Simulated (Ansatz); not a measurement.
## TiSi₂: a changed input and its effect

System: TiSi₂ (Immm, 3 atoms in the cell).
Method of run A: Kohn-Sham DFT of a periodic cell, PBE, all-electron LAPW, scalar-relativistic, no spin polarisation (Ansatz 0.2.0).

The structure derives from a Materials Project entry. Text and figures count atoms from 1; the logs count them from 0 in places.

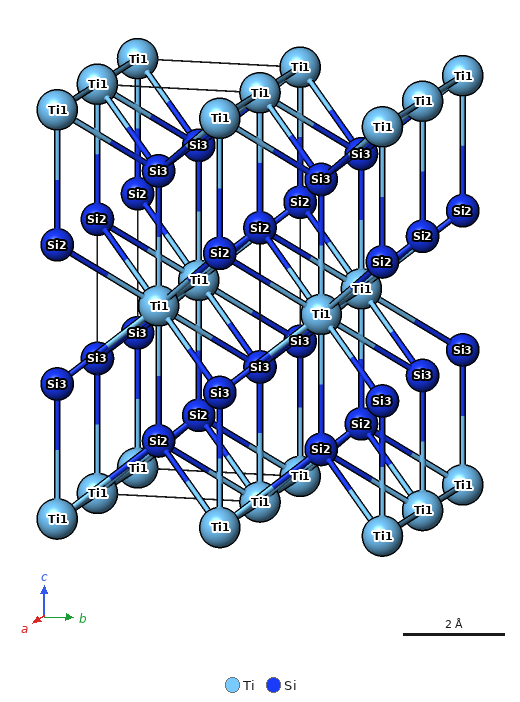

Fig. 1: The structure (ball-and-stick view of the cell 2 times as large as that of the calculation, set on its symmetry axes, repeated 2 × 2 × 1, seen slightly off an axis; atoms are numbered from 1 in the order of the input).

### Input file, run A
```yaml
crystal:
  lattice:
    - [-1.4529658841, 1.6889902715, 4.1551559811]
    - [1.4529658841, -1.6889902715, 4.1551559811]
    - [1.4529658841, 1.6889902715, -4.1551559811]
  atoms:
    - { symbol: Ti, position: [0.0, 0.0, 0.0] }
    - { symbol: Si, position: [0.670078, 0.670078, 0.0] }
    - { symbol: Si, position: [0.329922, 0.329922, 0.0] }
kpoints:
  mp_grid: { grid: [12, 12, 12] }
scf:
  occupations: { method: fermi_dirac, width: 0.05 }
hamiltonian:
  xc: pbe
  pseudopotentials: { kind: all_electron, lapw: { basis_error: 0.001 } }
output:
  forces: true
  stress: true
  eigenvalues: true
```

Launched with:
```bash
ansatz run input.yaml --threads 2 --pin off --max-ram 6144MiB --backend cpu --events-out ev --progress --plain --runs-dir out
```

Hardware: 2 threads of Intel Xeon @ 2.90GHz (Ice Lake), 32 GiB of memory available, shared host.

### Output, shortened to warnings, some set-up lines, iterations and results (run A)
```
Basis set: ecut = 224.17877111991788 eV, 317 PW (Γ), FFT grids on a1+a3, a2+a3, a3, exchange–correlation at level 2
Symmetry: 8 space group operations
k-points: 280 of 1728
Initial density: superposition of atomic densities (chi_scale 0.1, normalization cell, long waves kept (reshape's long-wave potential 0.00 eV rms))
[...]
SCF iter   1: F=—  HF=-39019.248521 eV  |F-HF|=—  |Δ(HF+E_count)|=         —  Δρ=2.40e-2  dr2=3.77e-1  ethr=1.05e-3  ⟨swp⟩=2.3  Hψ=42898  notcnv=0
SCF iter   2: F=—  HF=-39019.120825 eV  |F-HF|=—  |Δ(HF+E_count)|=   1.28e-1  Δρ=1.95e-2  dr2=3.92e-1  ethr=1.05e-3  ⟨swp⟩=2.1  Hψ=18507  notcnv=0
SCF iter   3: F=—  HF=-39019.062286 eV  |F-HF|=—  |Δ(HF+E_count)|=   5.85e-2  Δρ=8.52e-3  dr2=2.30e-2  ethr=6.41e-5  ⟨swp⟩=2.0  Hψ=31737  notcnv=0
SCF iter   4: F=—  HF=-39019.018583 eV  |F-HF|=—  |Δ(HF+E_count)|=   4.37e-2  Δρ=3.90e-3  dr2=1.27e-2  ethr=6.38e-5  ⟨swp⟩=2.7  Hψ=18816  notcnv=0
SCF iter   5: F=—  HF=-39019.015767 eV  |F-HF|=—  |Δ(HF+E_count)|=         —  Δρ=4.95e-4  dr2=1.63e-4  ethr=3.52e-5  ⟨swp⟩=2.6  Hψ=17663  notcnv=0
SCF iter   6: F=—  HF=-39019.015722 eV  |F-HF|=—  |Δ(HF+E_count)|=   4.53e-5  Δρ=2.32e-4  dr2=3.41e-5  ethr=4.51e-7  ⟨swp⟩=2.7  Hψ=17884  notcnv=0
SCF iter   7: F=—  HF=-39019.015716 eV  |F-HF|=—  |Δ(HF+E_count)|=   5.72e-6  Δρ=4.55e-5  dr2=8.24e-7  ethr=9.48e-8  ⟨swp⟩=2.0  Hψ=17420  notcnv=0
SCF iter   8: F=—  HF=-39019.015716 eV  |F-HF|=—  |Δ(HF+E_count)|=   3.01e-8  Δρ=1.88e-5  dr2=2.76e-7  ethr=2.29e-9  ⟨swp⟩=2.3  Hψ=17523  notcnv=0
SCF iter   9: F=-39019.015716 eV  HF=-39019.015716 eV  |F-HF|=2.02e-8  |Δ(HF+E_count)|=   5.32e-8  Δρ=4.82e-6  dr2=1.68e-8  ethr=7.67e-10  ⟨swp⟩=2.0  Hψ=17417  notcnv=0
SCF 1 converged in 9 iterations: F = -39019.015716 eV  dr2 = 1.68e-8
SCF converged after 9 iterations
Free energy (F): -39019.015716 eV
Harris-Foulkes:  -39019.015716 eV  (|F-HF|=2.02e-8)
Internal energy: -39019.005067 eV  (E = F + TS)
E sigma→0 (E₀):  -39019.010391 eV
Entropy (-TS):   -0.010649 eV (-3.550 meV/atom)
Fermi energy:    14.417980 eV
--- Per-component energies (eV) ---
  E_band       = -1454.588655
  E_kinetic    = 39291.584785
  E_xc         = -2288.739067
  E_electrostatic = -76021.850785  (all electrons and nuclei)
  E_smearing   = -0.010649  (= −TS)
  E_closure    = 0.000000  (closes the sum)
  E_atoms      = -39000.334816  (free atoms, spherical and without spin; not in F)
  Σ components = -39019.015716   (vs F -39019.015716, Δ=0.00e0)
  Basis errors (estimates in eV, not in F): energy 2.2e-4 per atom: plane waves 1.8e-4 (9.2e-5 summed), levels above the bands 1.1e-34, relativity 8.5e-9, radial functions 4.4e-5, core shells 2.1e-8; eigenvalues (radial functions only) 1.3e-6; not estimated: angular momenta, meshes, grids; target …
--- Forces (eV/Å), atoms counted from 1 ---
  atom   1  Ti     0.00000000     0.00000000     0.00000000
  atom   2  Si     0.00000000     0.00000000     0.01647979
  atom   3  Si     0.00000000     0.00000000    -0.01647979
  max |Σ_I F_I| component: 0.00e0 eV/Å
--- Stress (GPa, compression-positive) ---
        6.668042       0.000000       0.000000
        0.000000       6.586061       0.000000
        0.000000       0.000000       6.167271
  P = ⅓ Tr σ = 6.4738 GPa (64.738 kbar)
```

For run B the input was changed thus:
```diff
-    - [-1.4529658841, 1.6889902715, 4.1551559811]
-    - [1.4529658841, -1.6889902715, 4.1551559811]
-    - [1.4529658841, 1.6889902715, -4.1551559811]
+    - [-1.4428049511, 1.6771787643, 4.1260979956]
+    - [1.4428049511, -1.6771787643, 4.1260979956]
+    - [1.4428049511, 1.6771787643, -4.1260979956]
```

Predict how the results change.

With the same functional and potentials, run B lies 14.6 meV per atom higher. The pressure goes from 6.47 to 10.11 GPa. The volume per atom goes from 13.60 to 13.31 Å³. The cell is scaled evenly with the atoms at fixed fractional positions, so −ΔP/Δ ln V estimates the bulk modulus midway between the two volumes: about 170 GPa. The number of SCF iterations is the same.

### Output, shortened to warnings, some set-up lines, iterations and results (run B)
```
Basis set: ecut = 227.49281412764768 eV, 317 PW (Γ), FFT grids on a1+a3, a2+a3, a3, exchange–correlation at level 2
Symmetry: 8 space group operations
k-points: 280 of 1728
Initial density: superposition of atomic densities (chi_scale 0.1, normalization cell, long waves kept (reshape's long-wave potential 0.00 eV rms))
[...]
SCF iter   1: F=—  HF=-39019.206382 eV  |F-HF|=—  |Δ(HF+E_count)|=         —  Δρ=2.47e-2  dr2=3.93e-1  ethr=1.10e-3  ⟨swp⟩=2.3  Hψ=42876  notcnv=0
SCF iter   2: F=—  HF=-39019.074440 eV  |F-HF|=—  |Δ(HF+E_count)|=   1.32e-1  Δρ=1.96e-2  dr2=3.79e-1  ethr=1.09e-3  ⟨swp⟩=2.0  Hψ=18489  notcnv=0
SCF iter   3: F=—  HF=-39019.011294 eV  |F-HF|=—  |Δ(HF+E_count)|=   6.31e-2  Δρ=8.31e-3  dr2=2.26e-2  ethr=6.32e-5  ⟨swp⟩=2.0  Hψ=31612  notcnv=0
SCF iter   4: F=—  HF=-39018.974535 eV  |F-HF|=—  |Δ(HF+E_count)|=   3.68e-2  Δρ=3.82e-3  dr2=1.18e-2  ethr=6.29e-5  ⟨swp⟩=2.6  Hψ=18714  notcnv=0
SCF iter   5: F=—  HF=-39018.971912 eV  |F-HF|=—  |Δ(HF+E_count)|=         —  Δρ=4.40e-4  dr2=1.01e-4  ethr=3.28e-5  ⟨swp⟩=2.6  Hψ=17633  notcnv=0
SCF iter   6: F=—  HF=-39018.971872 eV  |F-HF|=—  |Δ(HF+E_count)|=   3.97e-5  Δρ=2.35e-4  dr2=3.51e-5  ethr=2.82e-7  ⟨swp⟩=2.9  Hψ=18231  notcnv=0
SCF iter   7: F=—  HF=-39018.971866 eV  |F-HF|=—  |Δ(HF+E_count)|=   6.54e-6  Δρ=4.56e-5  dr2=8.34e-7  ethr=9.74e-8  ⟨swp⟩=2.0  Hψ=17409  notcnv=0
SCF iter   8: F=—  HF=-39018.971866 eV  |F-HF|=—  |Δ(HF+E_count)|=   4.75e-8  Δρ=1.73e-5  dr2=2.13e-7  ethr=2.32e-9  ⟨swp⟩=2.2  Hψ=17463  notcnv=0
SCF iter   9: F=-39018.971866 eV  HF=-39018.971866 eV  |F-HF|=1.37e-8  |Δ(HF+E_count)|=   3.74e-8  Δρ=4.29e-6  dr2=1.20e-8  ethr=5.91e-10  ⟨swp⟩=2.0  Hψ=17408  notcnv=0
SCF 1 converged in 9 iterations: F = -39018.971866 eV  dr2 = 1.20e-8
SCF converged after 9 iterations
Free energy (F): -39018.971866 eV
Harris-Foulkes:  -39018.971866 eV  (|F-HF|=1.37e-8)
Internal energy: -39018.961494 eV  (E = F + TS)
E sigma→0 (E₀):  -39018.966680 eV
Entropy (-TS):   -0.010371 eV (-3.457 meV/atom)
Fermi energy:    14.766220 eV
--- Per-component energies (eV) ---
  E_band       = -1441.449984
  E_kinetic    = 39294.101477
  E_xc         = -2289.469237
  E_electrostatic = -76023.593734  (all electrons and nuclei)
  E_smearing   = -0.010371  (= −TS)
  E_closure    = 0.000000  (closes the sum)
  E_atoms      = -39000.334816  (free atoms, spherical and without spin; not in F)
  Σ components = -39018.971866   (vs F -39018.971866, Δ=0.00e0)
  Basis errors (estimates in eV, not in F): energy 2.2e-4 per atom: plane waves 1.8e-4 (9.3e-5 summed), levels above the bands 1.4e-35, relativity 8.9e-9, radial functions 4.3e-5, core shells 2.6e-8; eigenvalues (radial functions only) 1.4e-6; not estimated: angular momenta, meshes, grids; target …
--- Forces (eV/Å), atoms counted from 1 ---
  atom   1  Ti     0.00000000    -0.00000000    -0.00000000
  atom   2  Si     0.00000000    -0.00000000     0.03292933
  atom   3  Si     0.00000000     0.00000000    -0.03292933
  max |Σ_I F_I| component: 6.94e-18 eV/Å
--- Stress (GPa, compression-positive) ---
       10.054335       0.000000       0.000000
        0.000000      10.343355       0.000000
        0.000000       0.000000       9.936046
  P = ⅓ Tr σ = 10.1112 GPa (101.112 kbar)
```

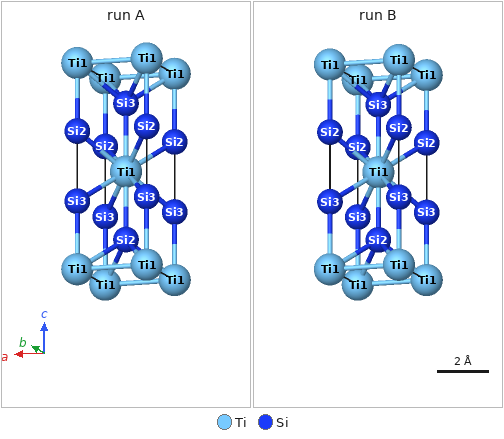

Fig. 2: The two input geometries at one scale (ball-and-stick view of the cell 2 times as large as that of the calculation, set on its symmetry axes, seen at an oblique angle). The atoms keep their places relative to the cell (all moves are under 0.005 Å). Cell: a 2.906 → 2.886 Å (−0.7 %), b 3.378 → 3.354 Å (−0.7 %), c 8.310 → 8.252 Å (−0.7 %). Volume −2.1 %. Among the contacts that change: Ti1–Ti1 2.906 → 2.886 Å, Ti1–Si2 2.742 → 2.723 Å.

### The two runs side by side

```tsv
quantity	run A	run B
outcome	converged	converged
free energy per atom (eV)	−13006.3386	−13006.3240
energy per atom, smearing taken to zero (eV)	−13006.3368	−13006.3222
gap on the mesh (eV)	0.00	0.00
pressure (GPa)	6.47	10.11
volume per atom (Å³)	13.60	13.31
largest force (eV/Å)	0.016	0.033
SCF iterations	9	9
irreducible k-points	280	280
plane waves at Γ	317	317
wall time (shared host)	32 s	35 s
```

For run A: The cell is under a pressure of 6.5 GPa at this level, so it is not at its equilibrium volume. For run B: The cell is under a pressure of 10.1 GPa at this level, so it is not at its equilibrium volume.
